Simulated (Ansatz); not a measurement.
Input

```
crystal:
  lattice:
    - [-6.6449050321, 0.0, 0.0]
    - [0.0, -6.6449050321, 0.0]
    - [3.3224525161, 3.3224525161, 9.0224221621]
  atoms:
    - { symbol: Hf, position: [0.6642591231, 0.6792905443, 0.3365988069] }
    - { symbol: Hf, position: [1.0037246306, -0.0024421507, -0.0036169388] }
    - { symbol: Hf, position: [0.3289323705, 0.327669268, 0.6592211703] }
    - { symbol: Hf, position: [0.7484854924, 0.255766228, 0.4963205343] }
    - { symbol: Hf, position: [0.0881183367, 0.5807977186, 0.1603605114] }
    - { symbol: Hf, position: [0.413756787, 0.9123008654, 0.8278745224] }
    - { symbol: Si, position: [0.2452792591, 0.7435642058, 0.4945616265] }
    - { symbol: Si, position: [0.5835650382, 0.0908091832, 0.1639815238] }
    - { symbol: Si, position: [0.9207289722, 0.4168253821, 0.8300560215] }
    - { symbol: Si, position: [0.8316899367, 0.8340324499, 0.6648300958] }
    - { symbol: Si, position: [0.1697897402, 0.1658602994, 0.3281897954] }
    - { symbol: Si, position: [0.487844676, 0.4894100962, -0.0115452491] }
    - { symbol: O, position: [0.1137540351, 0.2880693539, 0.20670088] }
    - { symbol: O, position: [0.4371037414, 0.6178337216, 0.8725048005] }
    - { symbol: O, position: [0.7750798124, 0.9594495725, 0.5446171681] }
    - { symbol: O, position: [0.0018795726, 0.6751785954, 0.3744064874] }
    - { symbol: O, position: [0.3413694602, 0.019027368, 0.0403185417] }
    - { symbol: O, position: [0.6737154496, 0.3469372115, 0.7101623408] }
    - { symbol: O, position: [0.3695161244, 0.6890686169, 0.374012932] }
    - { symbol: O, position: [0.7097263293, 0.0287602514, 0.0439981037] }
    - { symbol: O, position: [0.0343854366, 0.3630797883, 0.7021689538] }
    - { symbol: O, position: [0.7636799157, 0.5914679422, 0.5429638223] }
    - { symbol: O, position: [0.1198771653, 0.9216399615, 0.2087950704] }
    - { symbol: O, position: [0.4053343581, 0.2454452581, 0.8642077909] }
    - { symbol: O, position: [0.4114230982, 0.2308709753, 0.4526363758] }
    - { symbol: O, position: [0.745114029, 0.6798529057, 0.1404193171] }
    - { symbol: O, position: [0.0765540339, 0.8804701688, 0.7821850308] }
    - { symbol: O, position: [0.3125343692, 0.623087928, 0.6166819941] }
    - { symbol: O, position: [0.634301968, 0.9746623044, 0.2900122029] }
    - { symbol: O, position: [1.0024477024, 0.2807580587, 0.9427225896] }
    - { symbol: O, position: [0.3040229626, 0.9885686976, 0.6123472498] }
    - { symbol: O, position: [0.6424612476, 0.3363958161, 0.2838992944] }
    - { symbol: O, position: [0.97713346, 0.6540071928, 0.9509287646] }
    - { symbol: O, position: [0.7089315699, 0.8973578269, 0.7856844193] }
    - { symbol: O, position: [0.0396717009, 0.2232103432, 0.4451666739] }
    - { symbol: O, position: [0.3814877336, 0.5552375119, 0.1182376892] }
    - { symbol: O, position: [0.7418793863, 0.4374708231, 1.0704638252] }
  host:
    lattice:
      - [-3.3224525161, 3.3224525161, 3.007474054]
      - [3.3224525161, -3.3224525161, 3.007474054]
      - [3.3224525161, 3.3224525161, -3.007474054]
    atoms:
      - { symbol: Hf, position: [0.0, 0.0, 0.0] }
      - { symbol: Hf, position: [0.75, 0.25, 0.5] }
      - { symbol: Si, position: [0.25, 0.75, 0.5] }
      - { symbol: Si, position: [0.5, 0.5, 0.0] }
      - { symbol: O, position: [0.1347298444, 0.3189389224, 0.815790922] }
      - { symbol: O, position: [0.0689389224, 0.7531480004, 0.684209078] }
      - { symbol: O, position: [0.0689389224, 0.3847298444, 0.315790922] }
      - { symbol: O, position: [0.5031480004, 0.3189389224, 0.184209078] }
      - { symbol: O, position: [0.6810610776, 0.4968519996, 0.815790922] }
      - { symbol: O, position: [0.6152701556, 0.9310610776, 0.684209078] }
      - { symbol: O, position: [0.2468519996, 0.9310610776, 0.315790922] }
      - { symbol: O, position: [0.6810610776, 0.8652701556, 0.184209078] }
total_charge: -2
basis:
  ecutwfc: 420
  xc_grid: 2
kpoints:
  mp_grid: { grid: [2, 2, 2], shift: [0.0, 0.0, 0.0] }
hamiltonian:
  xc: pbe
scf:
  occupations: { method: gaussian, width: 0.02 }
output:
  forces: true
  stress: false
  eigenvalues: true
  charged_corrections:
    defect_position: [0.70833333, 0.5, 0.91666667]
    epsilon: [[12.6894, 0.0, 0.0], [0.0, 12.6894, 0.0], [0.0, 0.0, 12.4844]]
  write_density: true
  write_potential: true
  elf: true
  volumetric_format: npy
relax:
  adjacent_minimum: "off"
  f_tol: 0.03
  max_steps: 40
```

Command:

```sh
ansatz run input.yaml --threads 8 --pin off --max-ram 16384MiB --backend cpu --events-out ev --progress --plain --runs-dir out
```

The fields are those of the run's last geometry, not of the input's.

All numbers below come from DFT PBE, scalar-relativistic, plane waves, PAW (Ansatz).

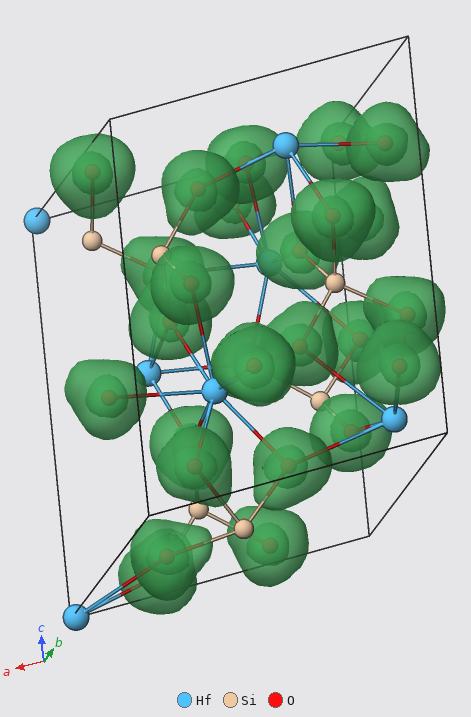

Hf$_{6}$Si$_{6}$O$_{25}$ (cell charge −2, with a compensating background) (cell with a defect). Isosurface of the electron localisation function at 0.75 (green), seen at an oblique angle. Only the valence region is drawn (cores and ρ < 0.01 e/Å³ removed). Sticks mark near contacts.

In a PAW calculation such maps are meaningful between the atoms, not at the nuclei.

### Describe the localisation domains.

The ELF exceeds this value in 25 regions on O in which the atom's valence shell and bonds are merged, counted in one cell of 37 atoms. Any copies at cell faces, edges or corners count once. Profiles from the grid: Si–O (1.62 Å): the ELF peaks at about 0.85 between the atoms; a polar covalent bond. Hf–O (2.08 Å): the ELF peaks at about 0.85 in the valence shell of O, 0.6 Å from its nucleus, and drops to about 0.20 between the two atoms (no shared electron pair shows on this line).
